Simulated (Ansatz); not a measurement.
# From PBEsol to G0W0: BaSrTi2O6 (perovskite [001] superlattice)

Aim: the quasiparticle gap of BaSrTi2O6 (perovskite [001] superlattice), starting from PBEsol.

Program: Ansatz 0.2.0. Level of theory: PBEsol, then G0W0 on it, plane waves, PAW. Results are calculated unless marked as measured.

## 1. The structure

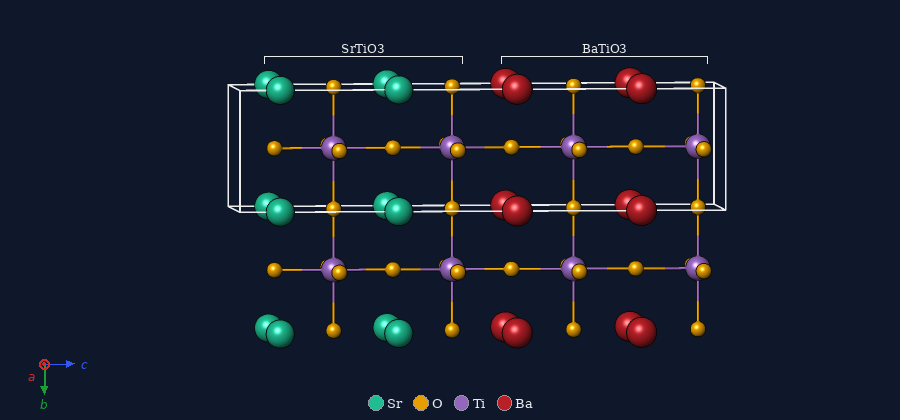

Start, viewed from the side, with the c axis across the page; strontium teal, oxygen orange, titanium purple, barium red. 1×2×1 cells are drawn. Some periodic images of atoms are drawn too.

The cell holds 20 atoms: 2 Sr, 12 O, 4 Ti and 2 Ba. Its edges and angles: a = 3.952 Å, b = 3.952 Å, c = 15.812 Å, α = 90.0°, β = 90.0°, γ = 90.0°. It derives from SrTiO3. Regions: SrTiO3, 10 atoms (2 Sr, 6 O and 2 Ti); BaTiO3, 10 atoms (2 Ba, 6 O and 2 Ti). The structure's axis is c.

The start is a generated structure, not a measured one. Spin-orbit coupling is left out unless a step names it.

The logs state that the PAW files were generated under PBE.

## 2. Relaxation

The structure is relaxed first.

This step: DFT, PBEsol, plane waves, PAW; PAW set soft_1.

File input.yaml:

```yaml
crystal:
  lattice:
    - [3.9525, 0.0, 0.0]
    - [0.0, 3.9525, 0.0]
    - [0.0, 0.0, 15.812283365]
  atoms:
    - { symbol: Sr, position: [0.0, 0.0, 0.0640019969] }
    - { symbol: O, position: [0.5, 0.5, 0.0640019969] }
    - { symbol: Ti, position: [0.5, 0.5, 0.1859980031] }
    - { symbol: O, position: [0.5, 0.0, 0.1859980031] }
    - { symbol: O, position: [0.0, 0.5, 0.1859980031] }
    - { symbol: Sr, position: [0.0, 0.0, 0.3079940094] }
    - { symbol: O, position: [0.5, 0.5, 0.3079940094] }
    - { symbol: Ti, position: [0.5, 0.5, 0.4299900157] }
    - { symbol: O, position: [0.5, 0.0, 0.4299900157] }
    - { symbol: O, position: [0.0, 0.5, 0.4299900157] }
    - { symbol: Ba, position: [0.0, 0.0, 0.551986022] }
    - { symbol: O, position: [0.5, 0.5, 0.551986022] }
    - { symbol: Ti, position: [0.5, 0.5, 0.6799900157] }
    - { symbol: O, position: [0.5, 0.0, 0.6799900157] }
    - { symbol: O, position: [0.0, 0.5, 0.6799900157] }
    - { symbol: Ba, position: [0.0, 0.0, 0.8079940094] }
    - { symbol: O, position: [0.5, 0.5, 0.8079940094] }
    - { symbol: Ti, position: [0.5, 0.5, 0.9359980031] }
    - { symbol: O, position: [0.5, 0.0, 0.9359980031] }
    - { symbol: O, position: [0.0, 0.5, 0.9359980031] }
kpoints:
  mp_grid: { grid: [6, 6, 2] }
hamiltonian:
  xc: pbesol
  pseudopotentials: { kind: paw, azcp: { folder: soft_1 }, xc_functional: pbe }
scf:
  occupations: { method: fermi_dirac, width: 0.02 }
relax:
  f_tol: 0.015
  max_steps: 100
  cell: {}
output:
  write_density: true
  write_potential: true
  elf: true
  volumetric_format: npy
```

Started as:

```console
$ ansatz run input.yaml --threads 3 --pin off --max-ram 92160MiB --backend cuda --events-out ev --progress --plain --runs-dir out --devices 1 --max-vram 13GiB
```

Numbers of over 12 decimals in the logs are rounded to 6 here.

The log of the run:

```text
GPUs: using 1 of 1 available (devices: 1).
Engine: ansatz 0.2.0, x86_64-unknown-linux-gnu
Pseudopotentials: kind: paw
Pseudopotential: Sr, paw, valence charge 10, recommended cutoff 420 eV (normal), soft_1/Sr.paw.azcp
Pseudopotential: O, paw, valence charge 6, recommended cutoff 420 eV (normal), soft_1/O.paw.azcp
Pseudopotential: Ti, paw, valence charge 12, recommended cutoff 420 eV (normal), soft_1/Ti.paw.azcp
Pseudopotential: Ba, paw, valence charge 10, recommended cutoff 420 eV (normal), soft_1/Ba.paw.azcp
Functional definition: PBEsol
  exchange = pbesol_x
  correlation = pbesol_c
device memory: the entry about to start is reckoned to put 4.8 GiB on a device that reports 40.1 GiB free (of which the cap on the GPU budget leaves the run 13.0 GiB)
GPU FFT provider: cuFFT
GPU libraries: cuBLAS 13.8.2, cuFFT 12.4.0, cuSOLVER 12.3.4
Crystal: 20 atoms, lattice volume = 247.024 Å³
Basis set: ecut = 420 eV, 4877 PW (Γ), exchange–correlation on 54×54×216 points (8 copies of the dense FFT grid, shifted against one another)
Bands: 100, of which v1, the nominal top of the filled ones, is band 80 counted from 1 (79 counted from 0)
Symmetry: 8 space group operations
Space group: P4mm (ITA 99), of the structure as read, at distance tolerance 6.3e-5 Å
k-points: 20 of 72
Non-local potential: Sr, projectors of the file, l = 0: 3, l = 1: 2, l = 2: 2
Non-local potential: O, projectors of the file, l = 0: 2, l = 1: 2, l = 2: 1
Non-local potential: Ti, projectors of the file, l = 0: 3, l = 1: 2, l = 2: 3, l = 3: 1
Non-local potential: Ba, projectors of the file, l = 0: 3, l = 1: 2, l = 2: 2, l = 3: 2
PAW form: soft (Blöchl's): semilocal exchange-correlation on the pseudo side does not see the compensation charge
PAW frozen core: Sr, regenerated for the run's functional, and the local potential with it (the file was generated under x = pbe(κ = 0.804, μ = 0.219515), c = pbe(β = 0.066725))
PAW frozen core: O, regenerated for the run's functional, and the local potential with it (the file was generated under x = pbe(κ = 0.804, μ = 0.219515), c = pbe(β = 0.066725))
PAW frozen core: Ti, regenerated for the run's functional, and the local potential with it (the file was generated under x = pbe(κ = 0.804, μ = 0.219515), c = pbe(β = 0.066725))
PAW frozen core: Ba, regenerated for the run's functional, and the local potential with it (the file was generated under x = pbe(κ = 0.804, μ = 0.219515), c = pbe(β = 0.066725))
PAW one-centre angular grid: Sr, 110 points (default); XC on 64 Gauss nodes
PAW one-centre angular grid: O, 110 points (default); XC on 64 Gauss nodes
PAW one-centre angular grid: Ti, 590 points (default); XC on 64 Gauss nodes
PAW one-centre angular grid: Ba, 194 points (default); XC on 64 Gauss nodes
Initial density: superposition of atomic densities (chi_scale 0.1, normalization cell, long waves kept (reshape's long-wave potential 0.57 eV rms))
Initial wavefunctions: pseudopotential atomic-orbital guess
GPU buffer pool allocated for 78732 grid points (all kernels)
GPU transforms: local potential and band sums: pruned to the plane-wave sphere, on 27×27×108
Functional: x = pbesol(κ = 0.804, μ = 0.123457), c = pbesol(β = 0.046)
SCF iter   1: F=—  HF=-35371.584243 eV  |F-HF|=—  |Δ(HF+E_count)|=         —  Δρ=5.57e-2  dr2=1.11e1  ethr=3.10e-3  ⟨swp⟩=6.8  Hψ=8132  notcnv=0  defer=79
preconditioner: auto → Resta (q_TF=auto, 2.538 Å⁻¹)  ε∞=5.7  [insulator: Δε(μ)=0.068 eV  Ē_g=11.931 eV  σ=0.020 eV  W_gap=0.69  n_scr=68 (ndim 8)  ℏωp=25.9 eV  f_vac=0.000  D(μ)=0.73/eV (n_scr^D=2)  ε∞_Penn≈5.7]
SCF iter   2: F=—  HF=-35370.126555 eV  |F-HF|=—  |Δ(HF+E_count)|=    1.46e0  Δρ=2.65e-2  dr2=3.35e0  ethr=3.10e-3  ⟨swp⟩=3.0  Hψ=3229  notcnv=0  defer=248
SCF iter   3: F=—  HF=-35369.653402 eV  |F-HF|=—  |Δ(HF+E_count)|=   4.73e-1  Δρ=8.09e-3  dr2=3.21e-1  ethr=2.09e-3  ⟨swp⟩=3.2  Hψ=2989  notcnv=0  defer=248
SCF iter   4: F=—  HF=-35369.611047 eV  |F-HF|=—  |Δ(HF+E_count)|=   4.24e-2  Δρ=2.69e-3  dr2=3.06e-2  ethr=2.00e-4  ⟨swp⟩=3.4  Hψ=3354  notcnv=0  defer=256
SCF iter   5: F=—  HF=-35369.610337 eV  |F-HF|=—  |Δ(HF+E_count)|=   7.10e-4  Δρ=5.96e-4  dr2=1.33e-3  ethr=1.91e-5  ⟨swp⟩=4.9  Hψ=2875  notcnv=0  defer=256
SCF iter   6: F=—  HF=-35369.609750 eV  |F-HF|=—  |Δ(HF+E_count)|=   5.87e-4  Δρ=2.78e-4  dr2=1.78e-4  ethr=8.32e-7  ⟨swp⟩=3.1  Hψ=2980  notcnv=0  defer=263
SCF iter   7: F=—  HF=-35369.609750 eV  |F-HF|=—  |Δ(HF+E_count)|=   3.67e-7  Δρ=6.21e-5  dr2=1.83e-5  ethr=1.11e-7  ⟨swp⟩=2.1  Hψ=3016  notcnv=0  defer=262
SCF iter   8: F=—  HF=-35369.609853 eV  |F-HF|=—  |Δ(HF+E_count)|=   1.04e-4  Δρ=2.03e-5  dr2=8.30e-7  ethr=1.14e-8  ⟨swp⟩=2.0  Hψ=3523  notcnv=0  defer=262
SCF iter   9: F=-35369.609854 eV  HF=-35369.609854 eV  |F-HF|=1.48e-8  |Δ(HF+E_count)|=   2.73e-8  Δρ=4.54e-6  dr2=4.92e-8  ethr=6.25e-11  ⟨swp⟩=10.2  Hψ=14878  notcnv=0
SCF 1 converged in 9 iterations: F = -35369.609854 eV  dr2 = 4.92e-8
  greatest PAW one-centre occupation: 0.998 electrons in one spin orbital (limit 2), on the Ti atom at site 17 (counted from 0), in its partial waves of l = 0
[...]
relax step  33: F+E_penalty+E_count = -35369.78311087 eV  Δ(F+E_penalty+E_count) = -4.565e-5 eV  max|allowed force component| = 6.282e-3 eV/Å  Δτ_max = 0.0035 Å  P = +0.001 GPa  Ω = 244.493 Å³  energy of the carried Pulay correction = -3.480e-3 eV  (6 SCF iters, dr2 threshold 3.13e-8 eV, accepted)
relax step  34: F+E_penalty+E_count = -35369.78691411 eV  Δ(F+E_penalty+E_count) = -3.803e-3 eV  max|allowed force component| = 5.720e-3 eV/Å  Δτ_max = 0.0000 Å  P = +0.016 GPa  Ω = 244.493 Å³  stress off target by 5.03e-2 GPa  SCF on the basis re-selected at this cell (its energy is not comparable with the rows above)  (6 SCF iters)
relax step  35: F+E_penalty+E_count = -35369.78673885 eV  Δ(F+E_penalty+E_count) = +1.753e-4 eV  max|allowed force component| = 5.603e-3 eV/Å  Δτ_max = 0.0022 Å  P = -0.010 GPa  Ω = 244.571 Å³  energy of the carried Pulay correction = -1.985e-4 eV  (6 SCF iters, dr2 threshold 6.33e-9 eV, accepted)
relax step  36: F+E_penalty+E_count = -35369.78698363 eV  Δ(F+E_penalty+E_count) = -2.448e-4 eV  max|allowed force component| = 5.613e-3 eV/Å  Δτ_max = 0.0000 Å  P = -0.010 GPa  Ω = 244.571 Å³  stress off target by 1.19e-2 GPa  SCF on the basis re-selected at this cell (its energy is not comparable with the rows above)  (7 SCF iters)
basis re-selected at this cell: Δ(F+E_penalty+E_count) = -2.448e-4 eV, ΔP = +0.000 GPa vs the last step (what re-selecting the basis moved, of the pressure what is left beyond the Pulay correction that the steps carried, after the strain that the cell walked since its last selection, with what the two solves' SCF thresholds leave and, on support functions, any second-order correction that the steps lacked; it is no m [...]
SCF converged after 7 iterations
Free energy (F): -35369.786984 eV
Harris-Foulkes:  -35369.786984 eV  (|F-HF|=7.28e-12)
Internal energy: -35369.786984 eV  (E = F + TS)
E sigma→0 (E₀):  -35369.786984 eV
Fermi energy:    11.128545 eV
--- Per-component energies (eV) ---
  E_band       = -680.509360
  E_kinetic    = 3931.945970
  E_local      = -9283.809860  (includes V_loc(G=0)·N_el)
  E_nonlocal   = 1523.363637
  E_hartree    = 3385.868136
  E_xc         = -2064.775823
  E_vxc        = -2255.586729  (∫ρ·V_xc dr)
  E_paw        = -21441.881904  (= ΣΔE_a)
  E_vpaw       = -1368.167208  (= ΣTr[D̂ρ^β])
  E_aug_tail   = 0.008790  (compensation charges beyond the density's cutoff)
  E_ewald      = -11422.058492
  E_core_change = 1.552564  (= ΣΔE_core)
  E_smearing   = -0.000000  (= −TS)
  E_closure    = 0.000000  (closes the sum)
  Σ components = -35369.786984   (vs F -35369.786984, Δ=0.00e0)
--- Forces (eV/Å), atoms counted from 1 ---
  atom   1  Sr    -0.00000000     0.00000000     0.00044823
  atom   2  O     -0.00000000     0.00000000     0.00301458
  atom   3  Ti     0.00000000    -0.00000000    -0.00105858
  atom   4  O      0.00000000     0.00000000     0.00070764
  atom   5  O     -0.00000000    -0.00000000     0.00070764
  atom   6  Sr     0.00000000    -0.00000000    -0.00155282
  atom   7  O      0.00000000    -0.00000000    -0.00107075
  atom   8  Ti     0.00000000    -0.00000000    -0.00323660
  atom   9  O      0.00000000     0.00000000     0.00124676
  atom  10  O     -0.00000000    -0.00000000     0.00124676
  atom  11  Ba     0.00000000    -0.00000000    -0.00114468
  atom  12  O      0.00000000    -0.00000000    -0.00073037
  atom  13  Ti    -0.00000000     0.00000000     0.00013435
  atom  14  O      0.00000000     0.00000000     0.00019834
  atom  15  O     -0.00000000    -0.00000000     0.00019834
  atom  16  Ba    -0.00000000     0.00000000     0.00265953
  atom  17  O      0.00000000    -0.00000000    -0.00561347
  atom  18  Ti    -0.00000000     0.00000000     0.00525104
  atom  19  O      0.00000000     0.00000000    -0.00070337
  atom  20  O     -0.00000000    -0.00000000    -0.00070337
  max |Σ_I F_I| component: 8.10e-7 eV/Å
--- Stress (GPa, compression-positive) ---
       -0.011870       0.000000      -0.000000
        0.000000      -0.011870       0.000000
       -0.000000       0.000000      -0.004969
  P = ⅓ Tr σ = -0.0096 GPa (-0.096 kbar)
--- Band table (eV; the first three rows and the last of 20) ---
  k-point 0: bands = [... 76 lower, 9.6288, 9.7581, 9.8026, 9.8026, 12.0496, 12.1173, 12.1306, 12.2249, ... 16 higher]
  k-point 1: bands = [... 76 lower, 9.7087, 9.7087, 9.7799, 9.7799, 12.0604, 12.0849, 12.1579, 12.2193, ... 16 higher]
  k-point 2: bands = [... 76 lower, 9.3794, 9.4245, 9.5700, 9.6951, 12.3380, 12.6152, 12.6506, 12.6631, ... 16 higher]
  k-point 19: bands = [... 76 lower, 10.1298, 10.1391, 10.1664, 10.2008, 14.0650, 14.0650, 14.0945, 14.0945, ... 16 higher]
--- Relaxed structure (33 steps of the walk, 31 accepted, 3 SCFs on fresh bases) ---
  F+E_penalty+E_count = -35369.78698363 eV   max|allowed force component| = 5.613e-3 eV/Å   (the final SCF, on the basis selected at the relaxed cell)
  cell:  # Å, volume = 244.5706 Å³
    - [3.923018, 0, 0]
    - [0, 3.923018, 0.0]
    - [0, 0.0, 15.891451]
  atoms:
    - { symbol: Sr, position: [0, 0, 0.056563] }
    - { symbol: O, position: [0.500000, 0.500000, 0.062364] }
    - { symbol: Ti, position: [0.500000, 0.500000, 0.178390] }
    - { symbol: O, position: [0.500000, 0, 0.185580] }
    - { symbol: O, position: [0, 0.500000, 0.185580] }
    - { symbol: Sr, position: [0, 0.0, 0.301813] }
    - { symbol: O, position: [0.500000, 0.500000, 0.307680] }
    - { symbol: Ti, position: [0.500000, 0.500000, 0.422981] }
    - { symbol: O, position: [0.500000, 0, 0.428880] }
    - { symbol: O, position: [0, 0.500000, 0.428880] }
    - { symbol: Ba, position: [0, 0, 0.553458] }
    - { symbol: O, position: [0.500000, 0.500000, 0.560056] }
    - { symbol: Ti, position: [0.500000, 0.500000, 0.677667] }
    - { symbol: O, position: [0.500000, 0, 0.685061] }
    - { symbol: O, position: [0, 0.500000, 0.685061] }
    - { symbol: Ba, position: [0, 0.0, 0.808566] }
    - { symbol: O, position: [0.500000, 0.500000, 0.814768] }
    - { symbol: Ti, position: [0.500000, 0.500000, 0.933121] }
    - { symbol: O, position: [0.500000, 0, 0.941705] }
    - { symbol: O, position: [0, 0.500000, 0.941705] }
```

It took 1.8 min on 1 × NVIDIA H100 80GB HBM3 (shared by 6 runs) with 3 threads of AMD EPYC 7R13 (Zen 3), shared host; peak memory 1 GiB.

Step by step (22 of 36):

| step | energy less that of the first step (eV) | largest force component (eV/Å) | pressure (GPa) | volume (Å³) |
| --- | --- | --- | --- | --- |
| 1 | 0.0000 | 1.0222 | -2.59 | 247.02 |
| 3 | -0.1596 | 0.0978 | 0.13 | 242.95 |
| 4 | -0.1597 | 0.0687 | 0.04 | 243.08 |
| 6 | -0.1606 | 0.0025 | 0.00 | 243.13 |
| 8* | -0.1521 | 0.0004 | -0.06 | 243.13 |
| 9 | -0.1524 | 0.0015 | 0.03 | 243.01 |
| 11 | -0.1523 | 0.0003 | 0.00 | 243.05 |
| 13 | -0.1523 | 0.0001 | 0.00 | 243.05 |
| 14 | -0.1523 | 0.0001 | 0.00 | 243.05 |
| 16 | -0.1523 | 0.0007 | 0.00 | 243.05 |
| 18 | -0.1523 | 0.0016 | 0.00 | 243.05 |
| 19 | -0.1523 | 0.0025 | 0.00 | 243.05 |
| 21 | -0.1523 | 0.0056 | 0.00 | 243.05 |
| 23 | -0.1523 | 0.0129 | 0.00 | 243.05 |
| 24 | -0.1523 | 0.0194 | 0.00 | 243.05 |
| 26 | -0.1540 | 0.1218 | -0.03 | 243.22 |
| 28 | 1.1023 | 6.2496 | 7.11 | 244.51 |
| 29 | -0.0547 | 1.2119 | 0.38 | 243.45 |
| 31 | -0.1722 | 0.0756 | 0.02 | 244.50 |
| 33 | -0.1733 | 0.0063 | 0.00 | 244.49 |
| 34* | -0.1771 | 0.0057 | 0.02 | 244.49 |
| 36* | -0.1771 | 0.0056 | -0.01 | 244.57 |

Relaxation steps marked * repeat the geometry before them on a plane-wave basis chosen anew for their cell, so energy and pressure can jump there. Other such steps can lie between the rows shown. Relaxation steps 28, 29 were tried and not accepted.

The run keeps the 8 symmetry operations that it works with, so distortions that break them were not tested.

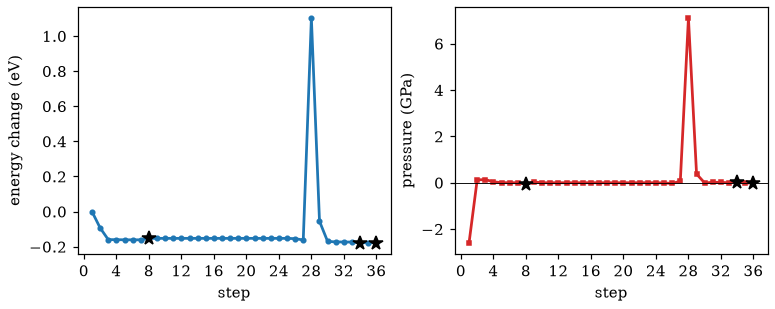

Energy and pressure along the relaxation. Stars mark steps on a basis chosen anew.

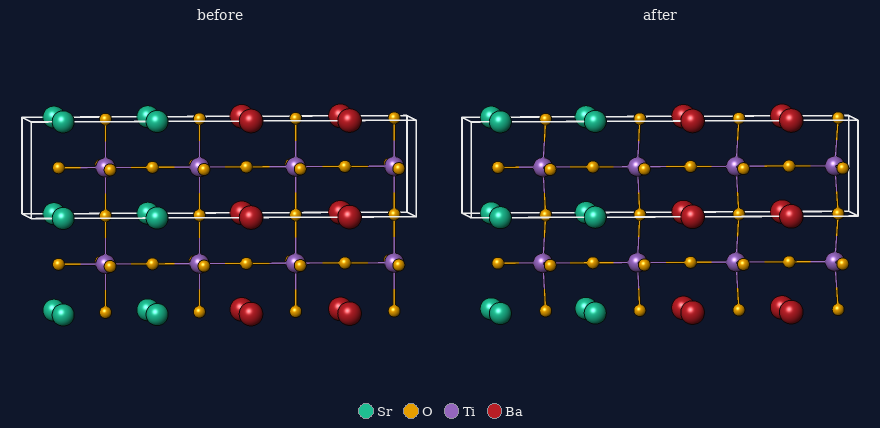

Before and after, at one scale.

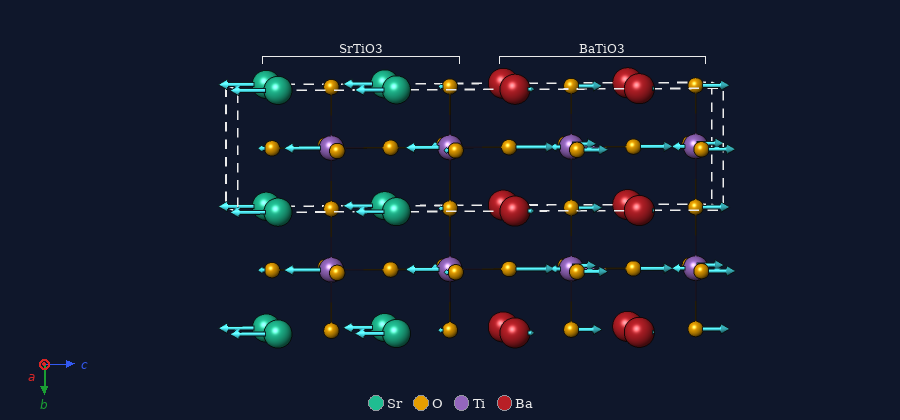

Displacements in the relaxation, exaggerated, measured against the changing cell; the longest in the cell stands for 0.13 Å. 1×2×1 cells are drawn. Some periodic images of atoms are drawn too.

| cell as run | before | after | change |
| --- | --- | --- | --- |
| a (Å) | 3.952 | 3.923 | -0.7 % |
| b (Å) | 3.952 | 3.923 | -0.7 % |
| c (Å) | 15.812 | 15.891 | +0.5 % |
| volume (Å³/atom) | 12.35 | 12.23 | -1.0 % |

The atoms that moved most (Å, as changes of fractional coordinates times the final cell):

| atom | dx | dy | dz | length |
| --- | --- | --- | --- | --- |
| O12 | 0.000 | 0.000 | 0.128 | 0.128 |
| Ti3 | 0.000 | 0.000 | -0.121 | 0.121 |
| Sr1 | 0.000 | 0.000 | -0.118 | 0.118 |
| Ti8 | 0.000 | 0.000 | -0.111 | 0.111 |
| O17 | 0.000 | 0.000 | 0.108 | 0.108 |
| Sr6 | 0.000 | 0.000 | -0.098 | 0.098 |
| O19 | 0.000 | 0.000 | 0.091 | 0.091 |
| O20 | 0.000 | 0.000 | 0.091 | 0.091 |

The program's warnings for this run: band table not solved further.

(Continued in part 2 of 3.)

[Paths, hosts, dates, memory and timing lines, banners, echoed tables and standing remarks are left out of the program output.]

[Logs are printed without paths, hosts, clocks, repeated set-up lines and the standing remarks that a program may print on its own settings, such as how far it seeks lower states.]

[Runs of the session that timed out or met a known fault of the program may be left out.]

[Cells called generated may have been cut or substituted from an entry of the Crystallography Open Database or the Materials Project.]

[Hosts, paths, dates, database ids (printed as entryN), source tags and the programs' standing remarks are cut or masked in the printed files.]

[Where an RPA ε∞ is given, it is that of the G0W0 mesh and is not shown converged in it. Names of k-points follow the symmetry that the program found, which can be lower than the space group named. Band edges on a path are those of the sampled points; other points can move an edge, and change direct to indirect where valleys lie close.]

[Hybrid gaps are those of their k-mesh and are not shown converged in it.]
